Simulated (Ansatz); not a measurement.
**Geometry relaxation, with input and output: MoS₂ (part 3 of 3)**

The same run, continued: MoS₂ (slab, 9 atoms in the cell); DFT PBEsol, scalar-relativistic, plane waves, PAW, no spin polarisation (Ansatz 0.2.0); cutoff 420 eV, 10×5×1 k-mesh, Gaussian smearing of 0.1 eV. The structure derives from an entry of the Crystallography Open Database. The input holds or restrains some coordinates. Forces given for the steps count only the free coordinates. It belongs to a series of runs on one base structure; here: clean slab, lower half held.

Geometry of the input (Å; fractional positions):
```
3.1204  0.0000  0.0000
-1.5602  6.1523  0.0000
0.0000  0.0000  23.6598
S  0.8927  0.7854  0.3593
Mo 0.5322  0.0643  0.3870
S  0.1716  0.3432  0.4148
S  0.4249  0.8498  0.4722
Mo 0.0643  0.1286  0.5000
S  0.7037  0.4075  0.5278
S  0.9570  0.9141  0.5852
Mo 0.5965  0.1929  0.6130
S  0.2359  0.4718  0.6407
```

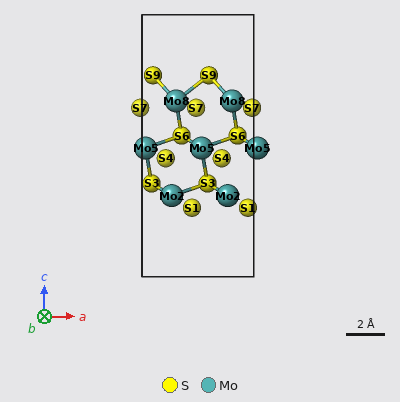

Fig. 1: The geometry at step 5 of the log (ball-and-stick view of the 2 × 1 repeat of the cell, with the vacuum cut short, along the b axis; atoms are numbered from 1 in the order of the input).

```
WARN: The output density's exchange-correlation potential varies sharply where the density is thin. Do not read a vacuum level from v_tot or v_xc, or from such a field of the output density. On a cell that repeats whose density bears no net charge and no dipole along the vacuum's axis use v_es (v_loc + v_h of the components); under efield.dipole_correction with no amplitude use v_es + v_field, which holds any external_charges[].barrier, or the levels of the report's work_function block, which leave it out; under a non-zero efield.amplitude the vacuum is tilted and has no level; on a cell that repeats and bears such a dipole with no correction it is tilted too, and efield.dipole_correction with no amplitude gives each side of its ramp a level where efield: is served; in a cell that repeats whose density bears a net charge (total_charge, or a fill off its count) it is curved and has none; of a slab under crystal.periodic whose density bears no net charge use v_es, which has a level on each side, short of where the two are joined; of another it falls or rises all the way out and has none; of a slab beside external_charges read slab_vacuum_level instead, which it has where they leave it neutral. The grid or the basis barely resolves most such structure, and the values can differ between equally converged runs; as a rule a tighter scf.convergence.dr2_threshold does not remove it. Where the density itself ripples (under the LDA too) a higher basis.ecutwfc lessens it. The files hold the spikes' plane waves up to the density's cutoff. Files: v_tot_of_output_density and the like, and their columns of v_z.tsv (output.write_potential); v_xc_of_output_density and the like, and their columns of v_comp_z.tsv (output.write_potential_components). Measured: with its Gaussian average of σ = 0.25 Å subtracted twice, the exchange-correlation potential is over 0.1 eV at 298 of the grid points where the equally averaged density (valence and model cores) is under 1e-3 e/Å³, and 0.276 eV at the most among them, at an averaged density of 9.8e-4 e/Å³. The input density's (outcome.potential() and, of a run that writes arrays, v_tot and v_xc) is over 0.1 eV, so measured, at 299 points of its own thin density, 0.276 eV at the most. See output.write_potential in the manual, Limitations
SCF converged after 7 iterations
Free energy (F): -20006.318679 eV
Harris-Foulkes:  -20006.318679 eV  (|F-HF|=1.88e-8)
Internal energy: -20006.294975 eV  (E = F + TS)
E sigma→0 (E₀):  -20006.306827 eV
Entropy (-TS):   -0.023704 eV (-2.634 meV/atom)
Fermi energy:    0.457168 eV
Dipole field:    D = -0.025949 V/Å  (p = -0.065135 e·Å, saw-weighted, corrected)
Work function:   Φ+ = 5.5842 eV   Φ− = 4.9703 eV
Levels:          The Fermi level and band energies are counted from a zero that moves with the ramp; work functions are not
--- Per-component energies (eV) ---
  E_band       = -1272.261248
  E_kinetic    = 1962.532970
  E_local      = -55197.786003  (includes V_loc(G=0)·N_el)
  E_nonlocal   = 606.846710
  E_hartree    = 26513.795181
  E_xc         = -1121.592411
  E_vxc        = -1206.392582  (∫ρ·V_xc dr)
  E_paw        = -12936.310704  (= ΣΔE_a)
  E_vpaw       = -465.057548  (= ΣTr[D̂ρ^β])
  E_aug_tail   = 0.000115  (compensation charges beyond the density's cutoff)
  E_efield     = 0.000845  (sawtooth field / dipole correction)
  E_vefield    = 0.005793  (∫n·V_field dr)
  E_ewald      = 20165.218728
  E_core_change = 0.999594  (= ΣΔE_core)
  E_smearing   = -0.023704  (= −TS)
  E_closure    = 0.000000  (closes the sum)
  Σ components = -20006.318679   (vs F -20006.318679, Δ=0.00e0)
--- Forces (eV/Å), atoms counted from 1 ---
  atom   1  S      0.00027804     1.48257904    -0.57549020
  atom   2  Mo    -0.00056266    -2.70777855     2.97776910
  atom   3  S      0.00006136     0.88972696    -1.29509404
  atom   4  S      0.00021765     0.32615521    -1.11901941
  atom   5  Mo    -0.00003672     0.00442028     0.00575374
  atom   6  S     -0.00002433     0.00316680     0.00728213
  atom   7  S      0.00000883     0.00272923     0.00113771
  atom   8  Mo     0.00006304    -0.00110606    -0.00324185
  atom   9  S     -0.00000468     0.00010379     0.00088601
  max |Σ_I F_I| component: 1.68e-5 eV/Å
--- Band table (eV; the first three rows and the last of 26) ---
  k-point 0: bands = ["-61.1316", "-60.9596", "-60.7763", "-35.4239", "-35.2705", "-35.1566", "-35.1355", "-35.1333", "-34.9263", "-34.9133", "-34.8827", "-34.8355", "-14.3149", "-13.2700", "-12.9824", "-12.9479", "-12.0175", "-11.8095", "-6.1859", "-5.7116", "-5.2270", "-4.8103", "-4.2432", "-3.7324", "-3.4025", "-3.3035", "-3.1039", "-3.0733", "-2.7899", "-2.1660", "-1.8011", "-1.5007", "-1.3200", "-1.2723", "-1.1389", "-0.9069", "-0.5121", "-0.3450", "-0.2134", "0.0420", "0.5999", "1.4824", "1.7299", "1.8554", "2.5227", "2.5432", "2.8009", "3.7039"]
  k-point 1: bands = ["-61.1316", "-60.9596", "-60.7763", "-35.4239", "-35.2705", "-35.1566", "-35.1355", "-35.1334", "-34.9263", "-34.9133", "-34.8827", "-34.8355", "-14.2284", "-13.2531", "-13.0594", "-12.9662", "-12.0496", "-11.8560", "-5.9364", "-5.8182", "-5.1480", "-4.6757", "-4.3001", "-3.7025", "-3.4017", "-3.2763", "-3.2451", "-3.0656", "-2.7780", "-2.2447", "-1.8640", "-1.6332", "-1.5478", "-1.3418", "-1.1688", "-0.5865", "-0.5436", "-0.3837", "-0.1469", "0.0950", "0.5497", "1.4782", "1.7549", "1.8131", "2.4851", "2.4985", "2.7534", "3.8195"]
  k-point 2: bands = ["-61.1316", "-60.9596", "-60.7763", "-35.4239", "-35.2705", "-35.1567", "-35.1355", "-35.1334", "-34.9263", "-34.9133", "-34.8827", "-34.8355", "-14.0248", "-13.4146", "-13.0797", "-12.9629", "-12.1185", "-11.9222", "-5.9600", "-5.3480", "-4.9981", "-4.6009", "-4.4096", "-3.7508", "-3.5044", "-3.3808", "-3.2310", "-3.0511", "-2.7585", "-2.5039", "-2.0237", "-1.6892", "-1.5791", "-1.3831", "-1.1736", "-0.6004", "-0.4897", "-0.4390", "-0.1062", "0.3080", "0.4785", "1.4074", "1.7536", "1.8122", "2.3512", "2.4646", "2.7056", "3.9910"]
  k-point 25: bands = ["-61.1066", "-60.9337", "-60.7533", "-35.4605", "-35.3884", "-35.2457", "-35.2405", "-35.1183", "-35.1059", "-35.0297", "-34.9265", "-34.8669", "-12.8066", "-12.5712", "-12.3477", "-12.1990", "-11.3925", "-11.3523", "-6.2260", "-6.0841", "-5.3390", "-5.0304", "-4.6465", "-4.2153", "-4.0644", "-3.9021", "-3.7193", "-3.6121", "-3.3391", "-3.1132", "-2.9668", "-2.6801", "-2.4400", "-2.0813", "-1.7647", "-1.3400", "-0.6370", "-0.1126", "0.8095", "1.0589", "1.2144", "1.7494", "2.1258", "2.3512", "2.4468", "2.5994", "2.7681", "3.3928"]
--- Relaxed structure (9 steps of the walk, 9 accepted, 0 SCFs on fresh bases) ---
  F+E_penalty+E_count = -20006.31867920 eV   max|allowed force component| = 7.282e-3 eV/Å
  atoms:
    - { symbol: S, position: [0.8927216587, 0.7854433174000001, 0.359259446] }
    - { symbol: Mo, position: [0.53215539295, 0.0643107859, 0.3870137636] }
    - { symbol: S, position: [0.17158912715000002, 0.3431782543000001, 0.4147680811] }
    - { symbol: S, position: [0.4248770516, 0.8497541032000001, 0.47224568240000003] }
    - { symbol: Mo, position: [0.0634283179413388, 0.12684293146296396, 0.4945845093275789] }
    - { symbol: S, position: [0.7047428114847172, 0.4094654124439709, 0.5272961239978591] }
    - { symbol: S, position: [0.9628665561047994, 0.925740552615598, 0.5868775468791376] }
    - { symbol: Mo, position: [0.6028601597903914, 0.20572210301770452, 0.6060976484974925] }
    - { symbol: S, position: [0.17301608780702787, 0.3460381127694995, 0.6693763597501302] }
```

### Trajectory as extended XYZ (Å, eV, eV/Å), 9 frames, from step=1 to step=9
```
9
Lattice="3.1204 0.0000 0.0000 -1.5602 6.1523 0.0000 0.0000 0.0000 23.6598" Properties=species:S:1:pos:R:3:forces:R:3 step=1 energy=-20005.15930
S     1.5602    4.8323    8.5000   -0.0001   1.6134  -0.4956
Mo    1.5602    0.3957    9.1567    0.0006  -2.4924   2.6821
S     0.0000    2.1113    9.8133   -0.0002   0.1042  -0.8624
S     0.0000    5.2280   11.1732   -0.0003   0.6468  -1.0333
Mo    0.0000    0.7913   11.8299    0.0000   0.0000   0.0000
S     1.5602    2.5070   12.4866    0.0003  -0.6468   1.0333
S     1.5602    5.6236   13.8465    0.0002  -0.1042   0.8624
Mo    1.5602    1.1870   14.5031   -0.0006   2.4924  -2.6821
S     0.0000    2.9027   15.1598    0.0001  -1.6134   0.4956
9
Lattice="3.1204 0.0000 0.0000 -1.5602 6.1523 0.0000 0.0000 0.0000 23.6598" Properties=species:S:1:pos:R:3:forces:R:3 step=2 energy=-20005.84902
S     1.5602    4.8323    8.5000    0.0000   1.6635  -0.5763
Mo    1.5602    0.3957    9.1567    0.0003  -2.6251   2.8311
S     0.0000    2.1113    9.8133   -0.0001   0.2254  -0.9175
S     0.0000    5.2280   11.1732   -0.0001   0.7988  -0.8697
Mo    0.0000    0.7895   11.8378    0.0000  -0.3925  -0.3454
S     1.5602    2.5214   12.4634   -0.0001   0.1452  -0.1200
S     1.5602    5.6386   13.8957    0.0000   0.3987   0.5334
Mo    1.5602    1.2814   14.3328    0.0000   0.6216  -1.1293
S     0.0000    2.8084   15.2287    0.0000  -0.8379   0.5976
9
Lattice="3.1204 0.0000 0.0000 -1.5602 6.1523 0.0000 0.0000 0.0000 23.6598" Properties=species:S:1:pos:R:3:forces:R:3 step=3 energy=-20006.12927
S     1.5602    4.8323    8.5000    0.0000   1.6649  -0.6533
Mo    1.5602    0.3957    9.1567    0.0002  -2.7004   3.0279
S     0.0000    2.1113    9.8133   -0.0001   0.2957  -1.2075
S     0.0000    5.2280   11.1732   -0.0001   0.4301  -0.9150
Mo    0.0000    0.7631   11.7980   -0.0001   0.1111  -0.6560
S     1.5602    2.5514   12.3590    0.0001   0.3157  -0.3888
S     1.5602    5.7128   13.9463    0.0000   0.2466  -0.0396
Mo    1.5602    1.3548   14.2016    0.0000   0.2458   0.8934
S     0.0000    2.6840   15.3788   -0.0001  -0.6103  -0.0595
9
Lattice="3.1204 0.0000 0.0000 -1.5602 6.1523 0.0000 0.0000 0.0000 23.6598" Properties=species:S:1:pos:R:3:forces:R:3 step=4 energy=-20006.21325
S     1.5602    4.8323    8.5000    0.0000   1.6395  -0.6424
Mo    1.5602    0.3957    9.1567    0.0003  -2.7001   3.0950
S     0.0000    2.1113    9.8133   -0.0001   0.4853  -1.3213
S     0.0000    5.2280   11.1732   -0.0001   0.5756  -0.9669
Mo    0.0000    0.7803   11.7756   -0.0001   0.0666  -0.6993
S     1.5602    2.5789   12.3850    0.0001   0.0068  -0.2427
S     1.5602    5.7083   13.8934    0.0000   0.0965   0.1345
Mo    1.5602    1.3314   14.2124    0.0000   0.0977   0.5859
S     0.0000    2.5205   15.4939    0.0000  -0.2671   0.0588
9
Lattice="3.1204 0.0000 0.0000 -1.5602 6.1523 0.0000 0.0000 0.0000 23.6598" Properties=species:S:1:pos:R:3:forces:R:3 step=5 energy=-20006.29111
S     1.5602    4.8323    8.5000    0.0000   1.5524  -0.6082
Mo    1.5602    0.3957    9.1567    0.0000  -2.7371   3.0450
S     0.0000    2.1113    9.8133    0.0000   0.7281  -1.3575
S     0.0000    5.2280   11.1732   -0.0001   0.3922  -1.0457
Mo    0.0000    0.7774   11.7251    0.0001   0.1221  -0.2426
S     1.5602    2.5571   12.4018   -0.0001   0.0280  -0.0554
S     1.5602    5.7494   13.9046   -0.0001   0.0327   0.0814
Mo    1.5602    1.3535   14.2738    0.0002   0.1334   0.2767
S     0.0000    2.4158   15.6594    0.0000  -0.2507  -0.0943
9
Lattice="3.1204 0.0000 0.0000 -1.5602 6.1523 0.0000 0.0000 0.0000 23.6598" Properties=species:S:1:pos:R:3:forces:R:3 step=6 energy=-20006.31367
S     1.5602    4.8323    8.5000    0.0002   1.4821  -0.5824
Mo    1.5602    0.3957    9.1567   -0.0005  -2.7223   2.9529
S     0.0000    2.1113    9.8133    0.0000   0.9337  -1.4422
S     0.0000    5.2280   11.1732    0.0000   0.3615  -1.0912
Mo    0.0000    0.7836   11.6922    0.0003   0.0199   0.1392
S     1.5602    2.5474   12.4302    0.0000  -0.0071  -0.0456
S     1.5602    5.7492   13.9057   -0.0001   0.0162  -0.0395
Mo    1.5602    1.3359   14.3102    0.0001  -0.0777   0.0794
S     0.0000    2.2584   15.7710    0.0000  -0.0062   0.0289
9
Lattice="3.1204 0.0000 0.0000 -1.5602 6.1523 0.0000 0.0000 0.0000 23.6598" Properties=species:S:1:pos:R:3:forces:R:3 step=7 energy=-20006.31621
S     1.5602    4.8323    8.5000    0.0003   1.4937  -0.5680
Mo    1.5602    0.3957    9.1567   -0.0005  -2.7063   2.9954
S     0.0000    2.1113    9.8133    0.0001   0.8670  -1.2615
S     0.0000    5.2280   11.1732    0.0005   0.3996  -1.0839
Mo    0.0001    0.7851   11.7131   -0.0007  -0.0605  -0.1847
S     1.5602    2.5190   12.4747    0.0001   0.0821   0.0575
S     1.5602    5.7098   13.8784    0.0002  -0.0686   0.1171
Mo    1.5602    1.2763   14.3477    0.0000   0.0101  -0.0302
S     0.0000    2.1339   15.8515    0.0000  -0.0172  -0.0417
9
Lattice="3.1204 0.0000 0.0000 -1.5602 6.1523 0.0000 0.0000 0.0000 23.6598" Properties=species:S:1:pos:R:3:forces:R:3 step=8 energy=-20006.31836
S     1.5602    4.8323    8.5000    0.0003   1.4872  -0.5749
Mo    1.5602    0.3957    9.1567   -0.0005  -2.7118   2.9869
S     0.0000    2.1113    9.8133    0.0000   0.8824  -1.2641
S     0.0000    5.2280   11.1732    0.0002   0.3499  -1.1119
Mo    0.0000    0.7815   11.7046    0.0002  -0.0222  -0.0016
S     1.5602    2.5182   12.4857   -0.0001  -0.0057  -0.0359
S     1.5602    5.6873   13.8884   -0.0002  -0.0135  -0.0398
Mo    1.5602    1.2547   14.3419    0.0001   0.0459   0.0509
S     0.0000    2.1200   15.8395    0.0000  -0.0124  -0.0097
9
Lattice="3.1204 0.0000 0.0000 -1.5602 6.1523 0.0000 0.0000 0.0000 23.6598" Properties=species:S:1:pos:R:3:forces:R:3 step=9 energy=-20006.31868
S     1.5602    4.8323    8.5000    0.0003   1.4826  -0.5755
Mo    1.5602    0.3957    9.1567   -0.0006  -2.7078   2.9778
S     0.0000    2.1113    9.8133    0.0001   0.8897  -1.2951
S     0.0000    5.2280   11.1732    0.0002   0.3262  -1.1190
Mo    0.0000    0.7804   11.7018    0.0000   0.0044   0.0058
S     1.5602    2.5192   12.4757    0.0000   0.0032   0.0073
S     1.5602    5.6955   13.8854    0.0000   0.0027   0.0011
Mo    1.5602    1.2657   14.3401    0.0001  -0.0011  -0.0032
S     0.0000    2.1289   15.8373    0.0000   0.0001   0.0009
```

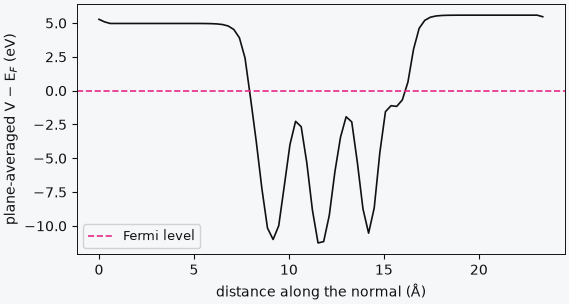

Fig. 2: Plane average of the electrostatic potential energy of an electron across the cell, from the Fermi level. The vacuum level lies 5.58 eV above the Fermi level on the upper side and 4.97 eV on the lower.

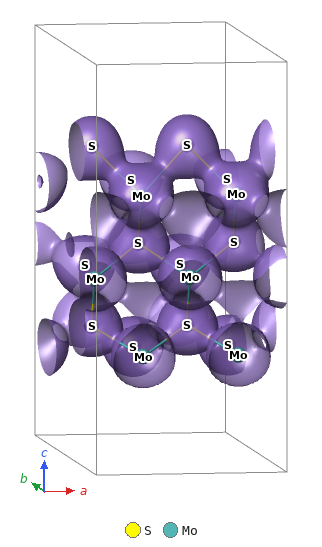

Fig. 3: Isosurface of the valence charge density (pseudo) at 0.5 e/Å³ (purple), seen slightly off an axis. Sticks mark near contacts. At this value the density is joined into chains; it holds about 70 % of the electrons treated as valence (semicore included). On the grid the lowest density along these lines, outside the cores, is 0.82 e/Å³ (Mo–S, 2.25 Å), 0.69 e/Å³ (Mo–S, 2.31 Å), 0.64 e/Å³ (Mo–S, 2.37 Å) and 0.59 e/Å³ (Mo–S, 2.41 Å). In a PAW calculation such maps are meaningful between the atoms, not at the nuclei.

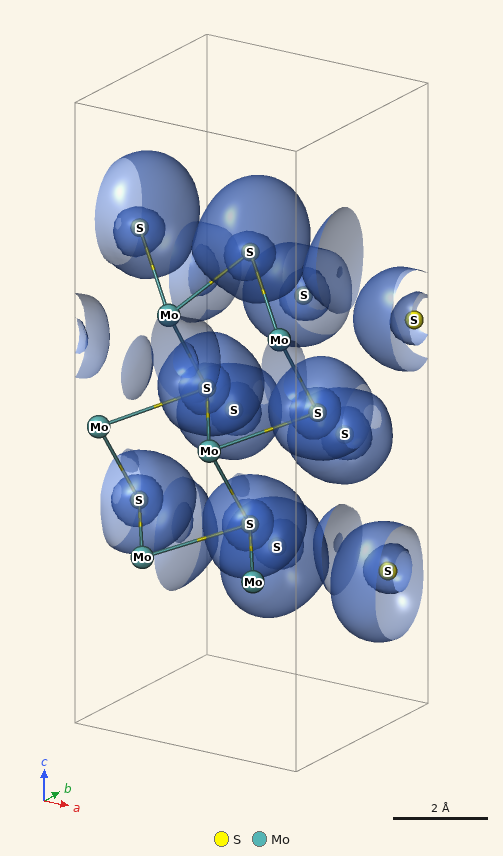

Fig. 4: Isosurface of the ELF at 0.7 (blue), seen at an oblique angle. Only the valence region is drawn (cores and ρ < 0.01 e/Å³ removed). Sticks mark near contacts. Profiles from the grid: Mo–S (2.25 Å): the ELF is about 0.50 at the midpoint. Mo–S (2.31 Å): the ELF is about 0.40 at the midpoint.

### Summary

| quantity | value |
| --- | --- |
| outcome | converged under the restraints of the input |
| electrons treated | 78 |
| free energy | −20006.3187 eV |
| work function, top face | 5.58 eV |
| work function, bottom face | 4.97 eV |
| Fermi energy | 0.457 eV |
| gap on the k-point mesh | none (metallic) |
| final volume | 454.21 Å³ |
| work function (upper face) | 5.58 eV |
| largest force (length of the vector) at the end, held atoms and coordinates included | 4.025 eV/Å |
| wall time | 2 min (CPU time 7.9 min) |
| peak memory | 1.1 GiB |

### Remarks

The program warns: the k-point mesh lowers the symmetry that the run can use; the exchange-correlation potential is rough where the density is thin.
